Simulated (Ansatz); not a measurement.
**Ta2N: density, localisation and related maps**

```cif
data_structure
_symmetry_space_group_name_H-M 'P 1'
_symmetry_Int_Tables_number 1
_cell_length_a 2.9899
_cell_length_b 2.9899
_cell_length_c 15.4877
_cell_angle_alpha 90.000
_cell_angle_beta 90.000
_cell_angle_gamma 120.000
_cell_volume 119.90
loop_
_atom_site_label
_atom_site_type_symbol
_atom_site_fract_x
_atom_site_fract_y
_atom_site_fract_z
_atom_site_occupancy
Ta1 Ta 0.00000 0.00000 0.24631 1
Ta2 Ta 0.66667 0.33333 0.57965 1
Ta3 Ta 0.33333 0.66667 0.91298 1
Ta4 Ta 0.66667 0.33333 0.08702 1
Ta5 Ta 0.33333 0.66667 0.42035 1
Ta6 Ta 0.00000 0.00000 0.75369 1
N1 N 0.00000 0.00000 0.00000 1
N2 N 0.66667 0.33333 0.33333 1
N3 N 0.33333 0.66667 0.66667 1
```

Space group R-3m; computed without spin polarisation.

Level of theory: DFT r2SCAN, scalar-relativistic, plane waves, PAW in Ansatz 0.2.0.

In a PAW calculation such maps are meaningful between the atoms, not at the nuclei.

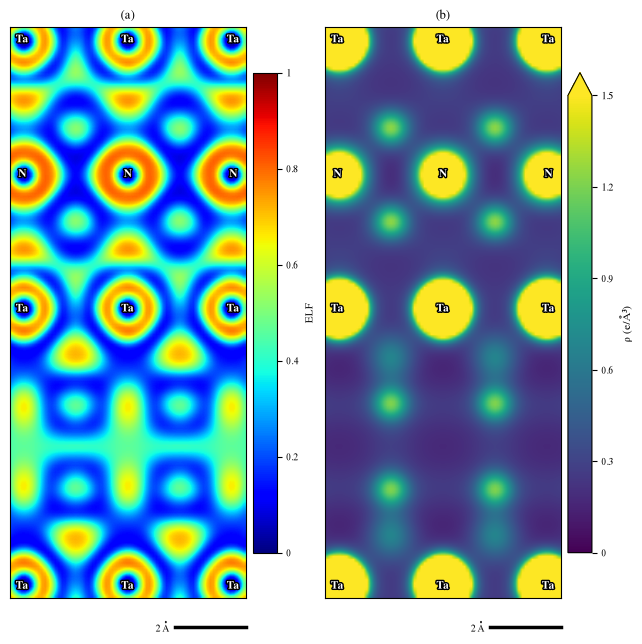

Figure 1. (a) ELF; (b) valence charge density (pseudo) on the (100) plane of the conventional cell.

**What does the map show?**

- The plane passes through Ta and N nuclei.
- Atoms just off the plane (Ta, 0.9 Å away and N, 0.9 Å away) can leave unmarked features too.
- Ta–Ta (2.99 Å): ρ at the midpoint is about 0.26 e/Å³; the ELF is about 0.25 at the midpoint: no shared electron pair shows on this line.
- Between the atoms the lowest density in this plane is 0.16 e/Å³.
- The ELF has a maximum of about 0.75 in the space between the atoms, on no atom or two-centre bond.
- The features right at Ta lie inside the PAW spheres, where the map follows smoothed inner orbitals and isn't to be read closely.

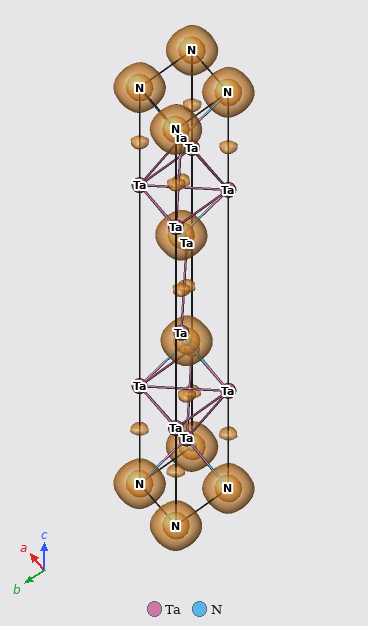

Figure 2. Isosurface of the ELF at 0.7 (orange), seen at an oblique angle. Only the valence region is drawn (cores and ρ < 0.01 e/Å³ removed). Sticks mark near contacts.

**What do the ELF domains correspond to?**

At this value the surface marks out three regions wrapped around N (the valence shell of each) and six pockets between the atoms, centred on no nucleus (multi-centre or interstitial), counted in one cell of 9 atoms. Regions shared between cells count once.


Ta–N (2.19 Å): the ELF peaks at about 0.80 in the valence shell of N, 0.7 Å from its nucleus, and is about 0.20 at the midpoint; no localised pair shows between them.

**Metal or insulator at this level of theory?**

It is metallic or semimetallic at this level of theory: no gap opens; semilocal functionals without U, or without the true magnetic order, often close the gap of such compounds.
